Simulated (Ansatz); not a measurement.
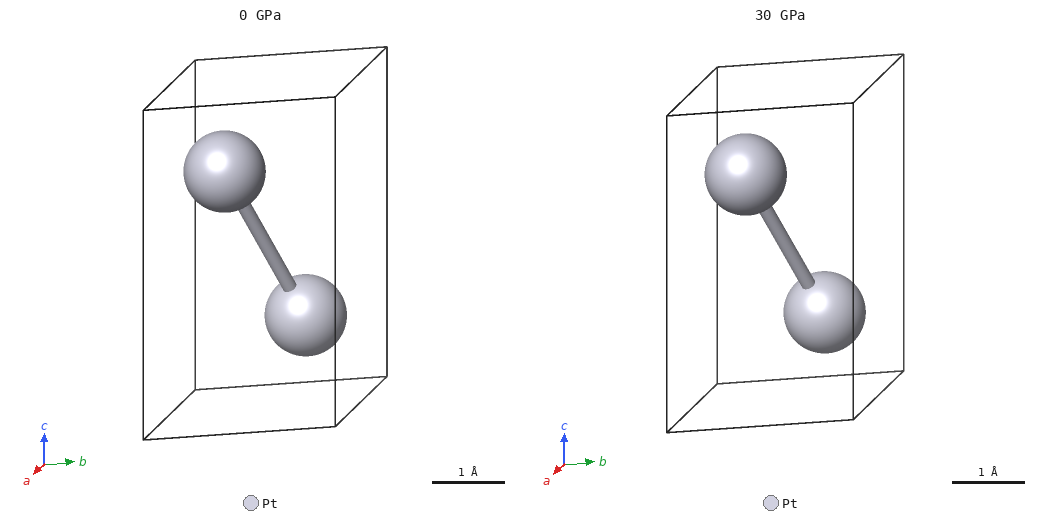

Pt, hexagonal close-packed (Mg type), space group P6₃/mmc (No. 194), relaxed (cell and atoms) under a series of hydrostatic pressures; the conventional cell is drawn at the lowest and the highest, to one scale (sticks follow a distance rule). The start was a structure listed in the Materials Project. This isn't the form of Pt at room conditions, which is fcc.

Alike in all runs: Ansatz 0.2.0; functional PBE; potentials Ansatz PAW; cutoff 420 eV; k mesh 11 × 11 × 6 on the run's cell of 2 atoms; occupations fermi-dirac, width 0.05 eV; no spin polarisation; no spin-orbit coupling.

```tsv
pressure (GPa)	volume (Å³/atom)	a (Å)	c (Å)
0.0	15.761	2.765	4.760
2.0	15.634	2.759	4.743
5.0	15.453	2.750	4.720
10.0	?	?	?
20.0	14.709	2.710	4.624
30.0	14.315	2.688	4.574
```

Fit a third-order Birch-Murnaghan equation to the rows given and use it to fill in the volume that is left out.

The fit gives V0 = 15.76 Å³/atom, B0 = 240 GPa and B0′ = 5.5, which puts the volume at 10.0 GPa at 15.18 Å³/atom. The run gave volume 15.179 Å³/atom; a 2.736 Å; c 4.684 Å.

Which axis yields most up to 30 GPa?

The c axis: a −2.8 %, c −3.9 %, against −9.2 % in volume.

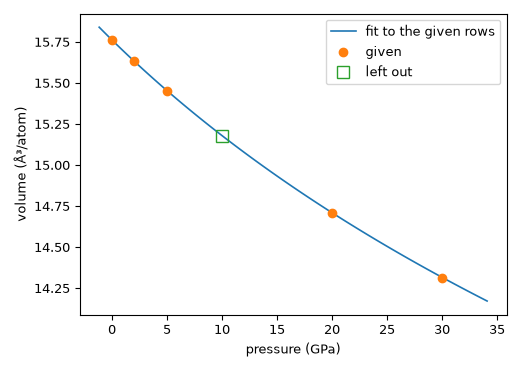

Volume against pressure, with the fit. The structure was kept in its own symmetry, so a change to another phase within this range wouldn't be seen.

Caveat: the plane-wave basis is chosen anew once the cell has moved, so the energies of steps on either side of that aren't comparable.
